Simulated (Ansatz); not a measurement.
## Geometry relaxation of Ti3O4 (part 4 of 4)

Continued. System: Ti3O4 (7 atoms in the cell). Method: DFT r2SCAN, scalar-relativistic, plane waves, PAW, spin-polarised (Ansatz 0.2.0); cutoff 500 eV, 8×8×12 k-mesh, Gaussian smearing of 0.1 eV, collinear spins. The structure derives from a Materials Project entry. It belongs to a series of runs on one base structure; here: structure listed in a database for this formula (Cmmm, No. 65).

Geometry of the input (Å; fractional positions):
```
2.9202  -4.0716  0.0000
2.9202  4.0716  0.0000
0.0000  0.0000  3.0142
Ti 0.0000  0.0000  0.5000
Ti 0.5000  -0.0000  0.0000
Ti -0.0000  0.5000  0.0000
O  0.7650  0.7650  0.0000
O  0.2571  0.7429  0.5000
O  0.2350  0.2350  0.0000
O  0.7429  0.2571  0.5000
```

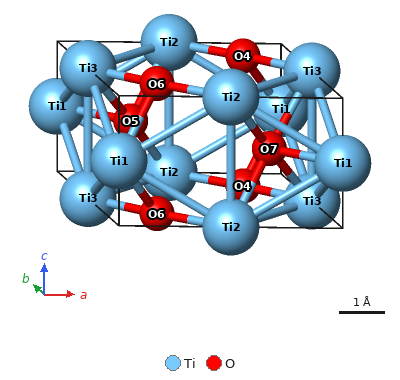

Fig. 1: The geometry at step 2 of the log (ball-and-stick view of the cell of the calculation, seen slightly off an axis; atoms are numbered from 1 in the order of the input).

Output, continued:
```
SCF iter   1: F=—  HF=-9797.963419 eV  |F-HF|=—  |Δ(HF+E_count)|=         —  Δρ=2.40e-5 (↑2.39e-5 ↓2.40e-5)  dr2=9.34e-7  dr2_τ=9.39e-8  dr2_m=2.07e-11  M=-0.000 μB ∫|m|=0.000 μB  β_m=0.79  ethr=1.15e-8  ⟨swp⟩=4.4  Hψ=81382  notcnv=0
preconditioner: auto → Kerker (q_TF=auto, 2.231 Å⁻¹)  [metal: Δε(μ)=0.012 eV  Ē_g=10.773 eV  σ=0.100 eV  W_gap=0.07  n_scr=10 (ndim 8)  ℏωp=26.4 eV  f_vac=0.038  D(μ)=3.19/eV (n_scr^D=30)]
spin=Collinear: Kerker preconditioning applied to the charge; magnetization (m = ρ↑ − ρ↓) channel mixes plain (no charge-response kernel on spin).
SCF iter   2: F=—  HF=-9797.963433 eV  |F-HF|=—  |Δ(HF+E_count)|=   1.39e-5  Δρ=1.21e-5 (↑1.21e-5 ↓1.21e-5)  dr2=7.57e-8  dr2_τ=2.36e-8  dr2_m=4.50e-12  M=-0.000 μB ∫|m|=0.000 μB  β_m=1.00  ethr=1.56e-9  ⟨swp⟩=3.0  Hψ=20660  notcnv=0  κ⁻¹=1.0e0(r=1)
SCF iter   3: F=—  HF=-9797.963434 eV  |F-HF|=—  |Δ(HF+E_count)|=   3.40e-7  Δρ=8.99e-6 (↑8.98e-6 ↓8.99e-6)  dr2=4.51e-8  dr2_τ=9.35e-9  dr2_m=2.12e-12  M=-0.000 μB ∫|m|=0.000 μB  β_m=1.00  ethr=1.26e-10  ⟨swp⟩=2.4  Hψ=16345  notcnv=0  κ⁻¹=1.8e-2(r=2)
SCF iter   4: F=—  HF=-9797.963434 eV  |F-HF|=—  |Δ(HF+E_count)|=   2.80e-7  Δρ=5.80e-6 (↑5.79e-6 ↓5.80e-6)  dr2=2.31e-8  dr2_τ=3.96e-9  dr2_m=1.53e-12  M=-0.000 μB ∫|m|=0.000 μB  β_m=1.00  ethr=7.52e-11  ⟨swp⟩=2.0  Hψ=14474  notcnv=0  κ⁻¹=2.8e-3(r=3)
SCF iter   5: F=—  HF=-9797.963434 eV  |F-HF|=—  |Δ(HF+E_count)|=   2.23e-7  Δρ=2.09e-6 (↑2.08e-6 ↓2.09e-6)  dr2=7.50e-9  dr2_τ=4.68e-10  dr2_m=9.44e-13  M=-0.000 μB ∫|m|=0.000 μB  β_m=1.00  ethr=3.84e-11  ⟨swp⟩=2.0  Hψ=19931  notcnv=0  κ⁻¹=3.1e-4(r=4)
SCF iter   6: F=—  HF=-9797.963434 eV  |F-HF|=—  |Δ(HF+E_count)|=   3.72e-8  Δρ=8.98e-7 (↑8.95e-7 ↓8.98e-7)  dr2=2.47e-9  dr2_τ=5.19e-11  dr2_m=7.59e-13  M=-0.000 μB ∫|m|=0.000 μB  β_m=1.00  ethr=1.25e-11  ⟨swp⟩=2.0  Hψ=16485  notcnv=0  κ⁻¹=8.2e-5(r=5)
SCF iter   7: F=—  HF=-9797.963434 eV  |F-HF|=—  |Δ(HF+E_count)|=   3.41e-9  Δρ=5.25e-7 (↑5.25e-7 ↓5.21e-7)  dr2=9.39e-10  dr2_τ=8.47e-12  dr2_m=3.40e-13  M=-0.000 μB ∫|m|=0.000 μB  β_m=0.68  ethr=4.12e-12  ⟨swp⟩=2.1  Hψ=15898  notcnv=0  κ⁻¹=7.4e-5(r=6)
SCF iter   8: F=—  HF=-9797.963434 eV  |F-HF|=—  |Δ(HF+E_count)|=  6.37e-11  Δρ=2.45e-7 (↑2.45e-7 ↓2.38e-7)  dr2=1.96e-10  dr2_τ=3.70e-12  dr2_m=5.56e-14  M=-0.000 μB ∫|m|=0.000 μB  β_m=1.00  ethr=1.56e-12  ⟨swp⟩=2.2  Hψ=16031  notcnv=0  κ⁻¹=6.4e-6(r=7)
SCF iter   9: F=—  HF=-9797.963434 eV  |F-HF|=—  |Δ(HF+E_count)|=  1.26e-10  Δρ=1.92e-7 (↑1.92e-7 ↓1.85e-7)  dr2=1.15e-10  dr2_τ=2.53e-12  dr2_m=6.16e-14  M=-0.000 μB ∫|m|=0.000 μB  β_m=0.87  ethr=1.00e-12  ⟨swp⟩=1.8  Hψ=11850  notcnv=0  κ⁻¹=4.5e-6(r=8)
SCF iter  10: F=—  HF=-9797.963434 eV  |F-HF|=—  |Δ(HF+E_count)|=  2.00e-11  Δρ=1.09e-7 (↑1.09e-7 ↓1.07e-7)  dr2=4.32e-11  dr2_τ=6.94e-13  dr2_m=7.34e-15  M=-0.000 μB ∫|m|=0.000 μB  β_m=1.00  ethr=1.00e-12  ⟨swp⟩=2.0  Hψ=14161  notcnv=0  κ⁻¹=2.1e-5(r=8)
SCF iter  11: F=—  HF=-9797.963434 eV  |F-HF|=—  |Δ(HF+E_count)|=  3.09e-11  Δρ=7.32e-8 (↑7.32e-8 ↓7.23e-8)  dr2=1.69e-11  dr2_τ=2.34e-13  dr2_m=1.00e-14  M=-0.000 μB ∫|m|=0.000 μB  β_m=0.64  ethr=1.00e-12  ⟨swp⟩=1.1  Hψ=11202  notcnv=0  κ⁻¹=3.6e-5(r=8)
SCF iter  12: F=—  HF=-9797.963434 eV  |F-HF|=—  |Δ(HF+E_count)|=  4.73e-11  Δρ=3.61e-8 (↑3.46e-8 ↓3.61e-8)  dr2=4.65e-12  dr2_τ=4.39e-14  dr2_m=8.70e-15  M=-0.000 μB ∫|m|=0.000 μB  β_m=1.00  ethr=1.00e-12  ⟨swp⟩=1.0  Hψ=11172  notcnv=0  κ⁻¹=4.0e-5(r=8)
SCF iter  13: F=—  HF=-9797.963434 eV  |F-HF|=—  |Δ(HF+E_count)|=    0.00e0  Δρ=2.60e-8 (↑2.21e-8 ↓2.60e-8)  dr2=1.45e-12  dr2_τ=1.98e-14  dr2_m=4.35e-15  M=-0.000 μB ∫|m|=0.000 μB  β_m=1.00  ethr=1.00e-12  ⟨swp⟩=1.0  Hψ=11172  notcnv=0  κ⁻¹=3.0e-5(r=8)
SCF iter  14: F=—  HF=-9797.963434 eV  |F-HF|=—  |Δ(HF+E_count)|=  1.64e-11  Δρ=1.20e-7 (↑1.20e-7 ↓1.19e-7)  dr2=7.07e-11  dr2_τ=4.50e-13  dr2_m=1.28e-16  M=-0.000 μB ∫|m|=0.000 μB  β_m=1.00  ethr=1.00e-12  ⟨swp⟩=1.0  Hψ=11172  notcnv=0  κ⁻¹=2.9e-5(r=8)
SCF iter  15: F=-9797.963434 eV  HF=-9797.963434 eV  |F-HF|=2.55e-11  |Δ(HF+E_count)|=  3.64e-12  Δρ=7.99e-8 (↑7.99e-8 ↓7.95e-8)  dr2=3.09e-11  dr2_τ=2.09e-13  dr2_m=4.63e-17  M=-0.000 μB ∫|m|=0.000 μB  ethr=1.00e-12  ⟨swp⟩=2.0  Hψ=27275  notcnv=0
the starting moments were not kept: the SCF closed with an absolute magnetisation of 7.1e-7 μB, where they sum to 0.45 μB in size (5 sites). That is at most 0.1 of that sum. Measured as dr2_m measures the in/out step, that magnetisation stands 1.6e-13 eV from none, at or under the dr2_threshold of 7.0e-11 eV: it is no larger than a step whose dr2_m would equal this threshold.
SCF 4 converged in 15 iterations: F = -9797.963434 eV  dr2 = 3.09e-11
relax step   4: F+E_penalty+E_count = -9797.96343422 eV  Δ(F+E_penalty+E_count) = +3.495e-4 eV  max|allowed force component| = 1.628e-3 eV/Å  Δτ_max = 0.0000 Å  P = +0.013 GPa  Ω = 71.224 Å³  stress off target by 1.86e-2 GPa  SCF on the basis re-selected at this cell (its energy is not comparable with the rows above)  (15 SCF iters)
basis re-selected at this cell: Δ(F+E_penalty+E_count) = +3.495e-4 eV, ΔP = +0.002 GPa vs the last step (what re-selecting the basis moved, of the pressure what is left beyond the Pulay correction that the steps carried, after the strain that the cell walked since its last selection, with what the two solves' SCF thresholds leave and, on support functions, any second-order correction that the steps lacked; it is no measure of the basis error at this ecutwfc). This SCF's stress stands 1.86e-2 GPa from its target on what of the cell is left free (relax.cell.stress_tol is 5.00e-2 GPa) and its largest allowed force component is 1.63e-3 eV/Å (relax.f_tol is 1.00e-2 eV/Å): within both
SCF converged after 15 iterations
Stability not checked: this state was not tested for a lower state beside it, because the mixer in use, unlike msr1, does not test its closes by its own steps (another_mixer; see scf.mixing.algorithm and scf.lower_state_search)
Magnetization: -0.0000 μB (30.0000 up, 30.0000 down)
Absolute magnetization: 0.0000 μB (∫|ρ↑−ρ↓|, with the PAW one-centre terms)
Spin contamination: 0.0000 ħ² per cell (⟨S²⟩ above its minimum at these occupations)
Per-site moments (μB) at R_I (Å): [(-3.2525128987651196e-7, 0.8384155510806517), (8.201962851892588e-8, 0.8383797897619554), (8.201962835774421e-8, 0.8383797897619554), (-2.9704543238768988e-9, 0.8383797897619554), (-4.596788671467517e-9, 0.8620934947684638), (-2.970454352364561e-9, 0.8383797897619554), (-4.5967887954640346e-9, 0.8620934947684638)]
Free energy (F): -9797.963434 eV
Harris-Foulkes:  -9797.963434 eV  (|F-HF|=2.55e-11)
Internal energy: -9797.947474 eV  (E = F + TS)
E sigma→0 (E₀):  -9797.955454 eV
Entropy (-TS):   -0.015960 eV (-2.280 meV/atom)
Fermi energy:    14.451303 eV
--- Per-component energies (eV) ---
  E_band       = -481.554792
  E_kinetic    = 1534.699521
  E_local      = -3765.532698  (includes V_loc(G=0)·N_el)
  E_nonlocal   = 210.026711
  E_hartree    = 1500.386077
  E_xc         = -577.842211
  E_vxc        = -828.142574  (∫ρ·V_xc dr)
  E_paw        = -3810.283045  (= ΣΔE_a)
  E_vpaw       = -687.673126  (= ΣTr[D̂ρ^β])
  E_aug_tail   = 0.004231  (compensation charges beyond the density's cutoff)
  E_vtau       = 54.290963  (kinetic-family band-sum trace: ∫τ·v_τ [+ j·A + Jᵃ·Aᵃ] dr)
  E_ewald      = -4888.517927
  E_core_change = -0.888135  (= ΣΔE_core)
  E_smearing   = -0.015960  (= −TS)
  E_closure    = -0.000000  (closes the sum)
  Σ components = -9797.963434   (vs F -9797.963434, Δ=0.00e0)
--- Forces (eV/Å), atoms counted from 1 ---
  atom   1  Ti    -0.00000000     0.00000000     0.00000000
  atom   2  Ti     0.00000000     0.00000000     0.00000000
  atom   3  Ti     0.00000000     0.00000000     0.00000000
  atom   4  O     -0.00069668    -0.00000000    -0.00000000
  atom   5  O      0.00000000    -0.00162797     0.00000000
  atom   6  O      0.00069668    -0.00000000     0.00000000
  atom   7  O      0.00000000     0.00162797     0.00000000
  max |Σ_I F_I| component: 3.47e-18 eV/Å
--- Stress (GPa, compression-positive) ---
        0.018576      -0.000000       0.000000
       -0.000000       0.004852       0.000000
        0.000000       0.000000       0.015588
  P = ⅓ Tr σ = 0.0130 GPa (0.130 kbar)
--- Band table (eV; the first three rows and the last of 294) ---
  k-point 0 ↑: bands = ["-46.2312", "-46.1699", "-45.9649", "-21.9415", "-21.7790", "-21.4867", "-21.3565", "-21.2688", "-21.2375", "-21.1507", "-21.1104", "-20.9936", "-8.3545", "-7.4055", "-6.9956", "-6.3478", "5.0983", "5.5398", "6.7241", "6.9129", "7.1659", "7.7312", "8.2904", "8.5632", "8.7678", "9.8087", "9.8728", "10.1488", "11.9257", "13.9787", "14.4794", "14.9613", "15.4959", "15.8585", "15.8956", "15.9212", "16.1641", "16.4675"]
  k-point 1 ↑: bands = ["-46.2279", "-46.1678", "-45.9635", "-21.9263", "-21.7651", "-21.4820", "-21.3819", "-21.2656", "-21.2592", "-21.1560", "-21.1434", "-21.0012", "-8.2892", "-7.3651", "-7.0344", "-6.3722", "5.2061", "5.6307", "6.7452", "6.9427", "7.1931", "7.6832", "8.2496", "8.3399", "8.6383", "9.6288", "9.7175", "10.1284", "12.1879", "14.0255", "14.4987", "15.0731", "15.7489", "15.7846", "15.8537", "15.9550", "16.2229", "16.4058"]
  k-point 2 ↑: bands = ["-46.2189", "-46.1621", "-45.9599", "-21.8834", "-21.7251", "-21.4690", "-21.4505", "-21.3182", "-21.2568", "-21.2332", "-21.1721", "-21.0239", "-8.1075", "-7.2567", "-7.1397", "-6.4390", "5.5088", "5.8910", "6.7961", "7.0240", "7.2784", "7.5910", "7.6248", "8.2921", "8.3273", "9.0718", "9.4712", "10.0465", "12.8177", "14.1599", "14.5542", "15.2731", "15.5420", "15.7920", "16.0344", "16.2428", "16.2482", "16.4080"]
  k-point 146 ↓: bands = ["-46.1801", "-46.1395", "-45.9454", "-21.9588", "-21.8242", "-21.6268", "-21.5413", "-21.4388", "-21.2296", "-21.2210", "-21.2133", "-21.0314", "-7.7855", "-7.1891", "-7.0309", "-6.3984", "4.9977", "5.5918", "6.8106", "6.8942", "6.9653", "6.9923", "8.4011", "8.6812", "8.9399", "9.0511", "9.0985", "9.1031", "12.1831", "12.4850", "15.4896", "15.9451", "16.1121", "16.1744", "16.5122", "16.5605", "16.5887", "16.5969"]
--- Relaxed structure (3 steps of the walk, 3 accepted, 1 SCFs on fresh bases) ---
  F+E_penalty+E_count = -9797.96343422 eV   max|allowed force component| = 1.628e-3 eV/Å   (the final SCF, on the basis selected at the relaxed cell)
  cell:  # Å, volume = 71.2242 Å³
    - [2.924232551422893, -4.060886526771991, 7.94163125146748e-34]
    - [2.924232551422893, 4.060886526771991, -1.4711323378755148e-33]
    - [-3.4937268446629796e-34, -8.384944427191151e-34, 2.9989188565750746]
  atoms:
    - { symbol: Ti, position: [7.955825317555085e-21, 7.95582531755498e-21, 0.49999999999999994] }
    - { symbol: Ti, position: [0.5, 2.1579605932595575e-68, -2.1382117680737565e-50] }
    - { symbol: Ti, position: [1.0670246031025297e-68, 0.5, 4.276423536147513e-50] }
    - { symbol: O, position: [0.7653845247322343, 0.7653845247322343, -4.276423536147513e-50] }
    - { symbol: O, position: [0.25732356837638726, 0.7426764316236127, 0.49999999999999994] }
    - { symbol: O, position: [0.23461547526776577, 0.23461547526776577, -1.0691058840368783e-50] }
    - { symbol: O, position: [0.7426764316236127, 0.25732356837638726, 0.49999999999999994] }
--- Löwdin populations: 7 sites ---
  site symbol       q [e]    m [muB]
     0     Ti     11.0036    -0.0000
     1     Ti     10.9588     0.0000
     2     Ti     10.9588     0.0000
     3      O      6.7136    -0.0000
     4      O      6.7164    -0.0000
     5      O      6.7136    -0.0000
     6      O      6.7164    -0.0000
  spilling = 0.003645 (of n_electrons = 60.000000)
```

Trajectory as extended XYZ (Å, eV, eV/Å), 4 frames, from step=1 to step=4:
```
7
Lattice="2.9202 -4.0716 0.0000 2.9202 4.0716 0.0000 0.0000 0.0000 3.0142" Properties=species:S:1:pos:R:3:forces:R:3 step=1 energy=-9797.96035 pressure_GPa=-1.61
Ti    0.0000    0.0000    1.5071    0.0000   0.0000   0.0000
Ti    1.4601   -2.0358    0.0000    0.0000   0.0000   0.0000
Ti    1.4601    2.0358    0.0000    0.0000   0.0000   0.0000
O     4.4680    0.0000    0.0000    0.0785   0.0000   0.0000
O     2.9202    1.9777    1.5071    0.0000   0.0417   0.0000
O     1.3725    0.0000    0.0000   -0.0785   0.0000   0.0000
O     2.9202   -1.9777    1.5071    0.0000  -0.0417   0.0000
7
Lattice="2.9229 -4.0643 0.0000 2.9229 4.0643 0.0000 0.0000 0.0000 3.0028" Properties=species:S:1:pos:R:3:forces:R:3 step=2 energy=-9797.96344 pressure_GPa=-0.45
Ti    0.0000    0.0000    1.5014    0.0000   0.0000   0.0000
Ti    1.4614   -2.0321    0.0000    0.0000   0.0000   0.0000
Ti    1.4614    2.0321    0.0000    0.0000   0.0000   0.0000
O     4.4729    0.0000    0.0000    0.0304   0.0000   0.0000
O     2.9229    1.9734    1.5014    0.0000   0.0095   0.0000
O     1.3729    0.0000    0.0000   -0.0304   0.0000   0.0000
O     2.9229   -1.9734    1.5014    0.0000  -0.0095   0.0000
7
Lattice="2.9242 -4.0609 0.0000 2.9242 4.0609 0.0000 0.0000 0.0000 2.9989" Properties=species:S:1:pos:R:3:forces:R:3 step=3 energy=-9797.96378 pressure_GPa=0.01
Ti    0.0000    0.0000    1.4995    0.0000   0.0000   0.0000
Ti    1.4621   -2.0304    0.0000    0.0000   0.0000   0.0000
Ti    1.4621    2.0304    0.0000    0.0000   0.0000   0.0000
O     4.4763    0.0000    0.0000   -0.0004   0.0000   0.0000
O     2.9242    1.9710    1.4995    0.0000  -0.0015   0.0000
O     1.3721    0.0000    0.0000    0.0004   0.0000   0.0000
O     2.9242   -1.9710    1.4995    0.0000   0.0015   0.0000
7
Lattice="2.9242 -4.0609 0.0000 2.9242 4.0609 0.0000 0.0000 0.0000 2.9989" Properties=species:S:1:pos:R:3:forces:R:3 step=4 energy=-9797.96343 pressure_GPa=0.01
Ti    0.0000    0.0000    1.4995    0.0000   0.0000   0.0000
Ti    1.4621   -2.0304    0.0000    0.0000   0.0000   0.0000
Ti    1.4621    2.0304    0.0000    0.0000   0.0000   0.0000
O     4.4763    0.0000    0.0000   -0.0007   0.0000   0.0000
O     2.9242    1.9710    1.4995    0.0000  -0.0016   0.0000
O     1.3721    0.0000    0.0000    0.0007   0.0000   0.0000
O     2.9242   -1.9710    1.4995    0.0000   0.0016   0.0000
```

Summary:

```json
{"quantity": "outcome", "value": "converged"}
{"quantity": "space group (tolerance 0.01 Å)", "value": "Cmmm (65)"}
{"quantity": "electrons treated", "value": "60"}
{"quantity": "free energy", "value": "−9797.9634 eV"}
{"quantity": "Fermi energy", "value": "14.451 eV"}
{"quantity": "gap on the k-point mesh", "value": "none (metallic)"}
{"quantity": "net moment of the cell", "value": "0.00 μB"}
{"quantity": "integrated absolute moment", "value": "0.00 μB"}
{"quantity": "pressure", "value": "0.01 GPa"}
{"quantity": "final volume", "value": "71.22 Å³"}
{"quantity": "largest force (length of the vector) at the end", "value": "0.002 eV/Å"}
{"quantity": "final cell", "value": "a = 5.004 Å, b = 5.004 Å, c = 2.999 Å, α = 90.00°, β = 90.00°, γ = 108.48°"}
{"quantity": "hardware", "value": "1 thread of Intel Xeon (Granite Rapids), 192 GiB of memory available, shared host"}
{"quantity": "wall time", "value": "5.8 min"}
{"quantity": "peak memory", "value": "1.1 GiB"}
```

The electronic state found may not be the lowest one. The program warns: some starting moments were not kept.
